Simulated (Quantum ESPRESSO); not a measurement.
## Dielectric function and optical constants of BP

Wanted: where BP starts to absorb, how strongly, and its refractive index.

Method: DFT, PBE, plane waves with norm-conserving potentials (PseudoDojo), scalar-relativistic, independent-particle optical response without local fields and without the non-local commutator, in Quantum ESPRESSO 7.5.

### Step 1. The starting structure

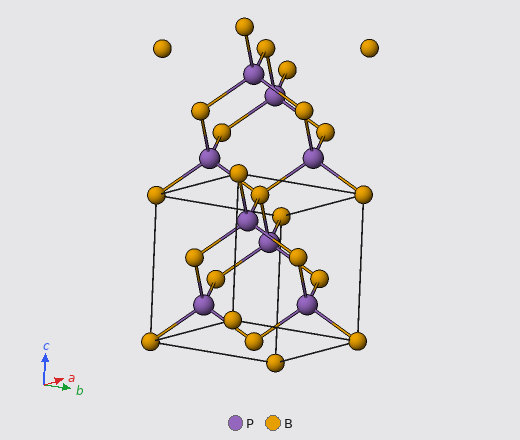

The cell as given, from a free direction (phosphorus purple, boron orange). 1×1×2 cells are drawn. This picture shows the conventional cell, with its axes. Bonds to atoms that aren't drawn are left out. Some periodic images of atoms are drawn too.

Coordinates:

```cif
data_structure
_symmetry_space_group_name_H-M 'F-43m'
_symmetry_Int_Tables_number 216
_cell_length_a 4.5380
_cell_length_b 4.5380
_cell_length_c 4.5380
_cell_angle_alpha 90.000
_cell_angle_beta 90.000
_cell_angle_gamma 90.000
_cell_volume 93.45
loop_
_atom_site_label
_atom_site_type_symbol
_atom_site_symmetry_multiplicity
_atom_site_Wyckoff_symbol
_atom_site_fract_x
_atom_site_fract_y
_atom_site_fract_z
_atom_site_occupancy
P1 P 4 c 0.25000 0.25000 0.25000 1
B1 B 4 a 0.00000 0.00000 0.00000 1
```

### Step 2. Ground state

First the ground state: is it a metal or has it a gap?

This step: DFT, PBE, plane waves with norm-conserving potentials (PseudoDojo), scalar-relativistic, ground state (Quantum ESPRESSO 7.5).

File scf.in:

```
&control
  calculation = 'scf'
  prefix = 'x'
  outdir = './tmp'
  pseudo_dir = './'
  verbosity = 'high'
/
&system
  ibrav = 0
  nat = 2
  ntyp = 2
  ecutwfc = 70
  occupations = 'smearing'
  smearing = 'fd'
  degauss = 0.003675
  nbnd = 8
/
&electrons
  conv_thr = 1e-09
  electron_maxstep = 100
/
ATOMIC_SPECIES
  P 1.0 P.upf
  B 1.0 B.upf
CELL_PARAMETERS angstrom
  0.000000000000 2.269000000000 2.269000000000
  2.269000000000 0.000000000000 2.269000000000
  2.269000000000 2.269000000000 0.000000000000
ATOMIC_POSITIONS crystal
  P 0.750000000000 0.750000000000 0.750000000000
  B 0.000000000000 0.000000000000 0.000000000000
K_POINTS automatic
  8 8 8 0 0 0
```

Launch:

```
> mpirun -n 4 pw.x -nk 4 -in scf.in
```

Log:

```text
for quantum simulation of materials; please cite

     using ibrav=0 with symmetry is DISCOURAGED, use correct ibrav instead

     G-vector sticks info
     --------------------
     sticks:   dense  smooth     PW     G-vecs:    dense   smooth      PW
     Sum         703     703    211                12387    12387    2109

     Using Slab Decomposition

     bravais-lattice index     =            0
     lattice parameter (alat)  =       6.0638  a.u.
     unit-cell volume          =     157.6631 (a.u.)^3
     number of atoms/cell      =            2
     number of atomic types    =            2
     number of electrons       =         8.00
     number of Kohn-Sham states=            8
     kinetic-energy cutoff     =      70.0000  Ry
     charge density cutoff     =     280.0000  Ry
     scf convergence threshold =      1.0E-09
     mixing beta               =       0.7000
     number of iterations used =            8  plain     mixing
     Exchange-correlation= PBE
                           (   1   4   3   4   0   0   0)

     celldm(1)=   6.063849  celldm(2)=   0.000000  celldm(3)=   0.000000
     celldm(4)=   0.000000  celldm(5)=   0.000000  celldm(6)=   0.000000

     crystal axes: (cart. coord. in units of alat)
               a(1) = (   0.000000   0.707107   0.707107 )
               a(2) = (   0.707107   0.000000   0.707107 )
               a(3) = (   0.707107   0.707107   0.000000 )

     reciprocal axes: (cart. coord. in units 2 pi/alat)
               b(1) = ( -0.707107  0.707107  0.707107 )
               b(2) = (  0.707107 -0.707107  0.707107 )
               b(3) = (  0.707107  0.707107 -0.707107 )

     ./P.upf
     Pseudo is Norm-conserving + core correction, Zval =  5.0
     Generated using ONCVPSP code by D. R. Hamann
     Using radial grid of 1298 points,  6 beta functions with:
                l(1) =   0
                l(2) =   0
                l(3) =   1
                l(4) =   1
                l(5) =   2
                l(6) =   2

     ./B.upf
     Pseudo is Norm-conserving + core correction, Zval =  3.0
     Generated using ONCVPSP code by D. R. Hamann
     Using radial grid of 1534 points,  4 beta functions with:
                l(1) =   0
                l(2) =   0
                l(3) =   1
                l(4) =   1

     atomic species   valence    mass     pseudopotential
     P                 5.00     1.00000     P ( 1.00)
     B                 3.00     1.00000     B ( 1.00)

     24 Sym. Ops. (no inversion) found

                                    s                        frac. trans.

     [... symmetry matrices left out ...]
   Cartesian axes

     site n.     atom                  positions (alat units)
         1        P      tau(   1) = (   1.0606602   1.0606602   1.0606602  )
         2        B      tau(   2) = (   0.0000000   0.0000000   0.0000000  )

   Crystallographic axes

     site n.     atom                  positions (cryst. coord.)
         1        P      tau(   1) = (  0.7500000  0.7500000  0.7500000  )
         2        B      tau(   2) = (  0.0000000  0.0000000  0.0000000  )

     number of k points=    29  Fermi-Dirac smearing, width (Ry)=  0.0037
                       cart. coord. in units 2pi/alat
        k(    1) = (   0.0000000   0.0000000   0.0000000), wk =   0.0039062
        k(    2) = (   0.0883883   0.0883883  -0.0883883), wk =   0.0312500
        k(    3) = (   0.1767767   0.1767767  -0.1767767), wk =   0.0312500
        k(    4) = (   0.2651650   0.2651650  -0.2651650), wk =   0.0312500
        k(    5) = (  -0.3535534  -0.3535534   0.3535534), wk =   0.0156250
        k(    6) = (   0.1767767   0.0000000   0.0000000), wk =   0.0234375
        k(    7) = (   0.2651650   0.0883883  -0.0883883), wk =   0.0937500
        k(    8) = (   0.3535534   0.1767767  -0.1767767), wk =   0.0937500
        k(    9) = (  -0.2651650  -0.4419417   0.4419417), wk =   0.0937500
        k(   10) = (  -0.1767767  -0.3535534   0.3535534), wk =   0.0937500
        k(   11) = (  -0.0883883  -0.2651650   0.2651650), wk =   0.0937500
        k(   12) = (   0.0000000  -0.1767767   0.1767767), wk =   0.0468750
        k(   13) = (   0.3535534   0.0000000   0.0000000), wk =   0.0234375
        k(   14) = (   0.4419417   0.0883883  -0.0883883), wk =   0.0937500
        k(   15) = (  -0.1767767  -0.5303301   0.5303301), wk =   0.0937500
        k(   16) = (  -0.0883883  -0.4419417   0.4419417), wk =   0.0937500
[...]
cryst. coord.
[...]
k(   22) = (   0.1250000   0.2500000   0.3750000), wk =   0.0937500
        k(   23) = (   0.1250000   0.2500000  -0.5000000), wk =   0.1875000
        k(   24) = (   0.1250000   0.2500000  -0.3750000), wk =   0.0937500
        k(   25) = (   0.1250000   0.3750000  -0.5000000), wk =   0.0937500
        k(   26) = (   0.1250000   0.3750000  -0.3750000), wk =   0.1875000
        k(   27) = (   0.1250000   0.3750000  -0.2500000), wk =   0.0937500
        k(   28) = (   0.1250000  -0.5000000  -0.3750000), wk =   0.0468750
        k(   29) = (   0.2500000  -0.5000000  -0.2500000), wk =   0.0234375

     Dense  grid:    12387 G-vectors     FFT dimensions: (  36,  36,  36)

     Initial potential from superposition of free atoms

     starting charge       7.9996, renormalised to       8.0000
     Starting wfcs are    8 randomized atomic wfcs

     Self-consistent Calculation

     iteration #  1     ecut=    70.00 Ry     beta= 0.70
     Davidson diagonalization with overlap

            43 MiB given to the printing process from OS
            13 MiB allocation reported by mallinfo(arena+hblkhd)
------------------
     ethr =  1.00E-02,  avg # of iterations =  4.7

     total energy              =     -19.75656198 Ry
     estimated scf accuracy    <       0.15608110 Ry

     iteration #  2     ecut=    70.00 Ry     beta= 0.70
     Davidson diagonalization with overlap

            50 MiB given to the printing process from OS
            17 MiB allocation reported by mallinfo(arena+hblkhd)
------------------
     ethr =  1.95E-03,  avg # of iterations =  2.0

     total energy              =     -19.78738602 Ry
     estimated scf accuracy    <       0.02965586 Ry

     iteration #  3     ecut=    70.00 Ry     beta= 0.70
     Davidson diagonalization with overlap

            50 MiB given to the printing process from OS
            17 MiB allocation reported by mallinfo(arena+hblkhd)
------------------
     ethr =  3.71E-04,  avg # of iterations =  1.8

     total energy              =     -19.79334260 Ry
     estimated scf accuracy    <       0.00059997 Ry

     iteration #  4     ecut=    70.00 Ry     beta= 0.70
     Davidson diagonalization with overlap

            51 MiB given to the printing process from OS
            17 MiB allocation reported by mallinfo(arena+hblkhd)
------------------
     ethr =  7.50E-06,  avg # of iterations =  5.4

     total energy              =     -19.79351761 Ry
     estimated scf accuracy    <       0.00004380 Ry

     iteration #  5     ecut=    70.00 Ry     beta= 0.70
     Davidson diagonalization with overlap

            51 MiB given to the printing process from OS
            18 MiB allocation reported by mallinfo(arena+hblkhd)
------------------
     ethr =  5.47E-07,  avg # of iterations =  2.2

     total energy              =     -19.79352916 Ry
     estimated scf accuracy    <       0.00000040 Ry

     iteration #  6     ecut=    70.00 Ry     beta= 0.70
     Davidson diagonalization with overlap

            51 MiB given to the printing process from OS
            18 MiB allocation reported by mallinfo(arena+hblkhd)
------------------
     ethr =  5.00E-09,  avg # of iterations =  3.2

     total energy              =     -19.79352943 Ry
     estimated scf accuracy    <          6.2E-09 Ry

     iteration #  7     ecut=    70.00 Ry     beta= 0.70
     Davidson diagonalization with overlap

            51 MiB given to the printing process from OS
            18 MiB allocation reported by mallinfo(arena+hblkhd)
------------------
     ethr =  7.74E-11,  avg # of iterations =  3.5

     total energy              =     -19.79352944 Ry
     estimated scf accuracy    <          1.2E-09 Ry

     iteration #  8     ecut=    70.00 Ry     beta= 0.70
     Davidson diagonalization with overlap

            52 MiB given to the printing process from OS
            19 MiB allocation reported by mallinfo(arena+hblkhd)
------------------
     ethr =  1.52E-11,  avg # of iterations =  1.8

     End of self-consistent calculation

          k = 0.0000 0.0000 0.0000 (  1471 PWs)   bands (ev):

    -6.2179   9.2413   9.2413   9.2413  12.6481  12.6481  12.6481  16.5992

     occupation numbers
     1.0000   1.0000   1.0000   1.0000   0.0000   0.0000   0.0000   0.0000

          k = 0.0884 0.0884-0.0884 (  1534 PWs)   bands (ev):

    -5.9368   7.3893   8.8138   8.8138  13.1767  13.2378  13.2378  17.3900

     occupation numbers
     1.0000   1.0000   1.0000   1.0000   0.0000   0.0000   0.0000   0.0000

          k = 0.1768 0.1768-0.1768 (  1546 PWs)   bands (ev):

    -5.1124   4.3986   8.1250   8.1250  13.2405  14.0060  14.0060  18.8436

     occupation numbers
     1.0000   1.0000   1.0000   1.0000   0.0000   0.0000   0.0000   0.0000

          k = 0.2652 0.2652-0.2652 (  1555 PWs)   bands (ev):

    -3.8508   1.6734   7.6475   7.6475  13.0877  14.0635  14.0635  19.4078

     occupation numbers
     1.0000   1.0000   1.0000   1.0000   0.0000   0.0000   0.0000   0.0000

          k =-0.3536-0.3536 0.3536 (  1538 PWs)   bands (ev):

    -2.8943   0.2111   7.4840   7.4840  13.0189  13.9581  13.9581  19.3752

     occupation numbers
     1.0000   1.0000   1.0000   1.0000   0.0000   0.0000   0.0000   0.0000

          k = 0.1768 0.0000 0.0000 (  1531 PWs)   bands (ev):

    -5.8428   8.0618   8.0672   8.0672  12.0246  14.2315  14.2315  16.8414

     occupation numbers
     1.0000   1.0000   1.0000   1.0000   0.0000   0.0000   0.0000   0.0000

     [... further k points left out ...]

     the Fermi energy is     9.8611 ev

!    total energy              =     -19.79352944 Ry
     estimated scf accuracy    <          1.0E-11 Ry
     smearing contrib. (-TS)   =      -0.00000000 Ry
     internal energy E=F+TS    =     -19.79352943 Ry

     The total energy is F=E-TS. E is the sum of the following terms:
     one-electron contribution =       6.57255484 Ry
     hartree contribution      =       1.26169359 Ry
     xc contribution           =      -6.64453832 Ry
     ewald contribution        =     -20.98323954 Ry

     convergence has been achieved in   8 iterations

     XML data file, charge density, pseudopotentials, collected wavefunctions

                                        0.00s GPU  (     252 calls)

=------------------------------------------------------------------------------=
   JOB DONE.
=------------------------------------------------------------------------------=
```

Wall time 2.2 s (4 MPI ranks of Arm Neoverse V2, shared host); peak memory 0.05 GiB; 8.4 s of CPU time.

This step gave:

* total energy: -19.79 Ry
* gap on the k-mesh: 1.280 eV
* direct gap on the mesh: 3.407 eV

There is a gap, 1.28 eV on this mesh (points off the mesh can give less), so no carriers' term is needed.

(Part 1 of 3 ends here.)

[Machine, clock, banner and «Message from routine» lines are left out of the logs.]

[Logs are printed without paths, hosts, clocks, repeated set-up lines and the standing remarks that a program may print on its own settings, such as how far it seeks lower states.]

[Hosts, paths, dates, database ids (printed as entryN), source tags and the programs' standing remarks are cut or masked in the printed files.]
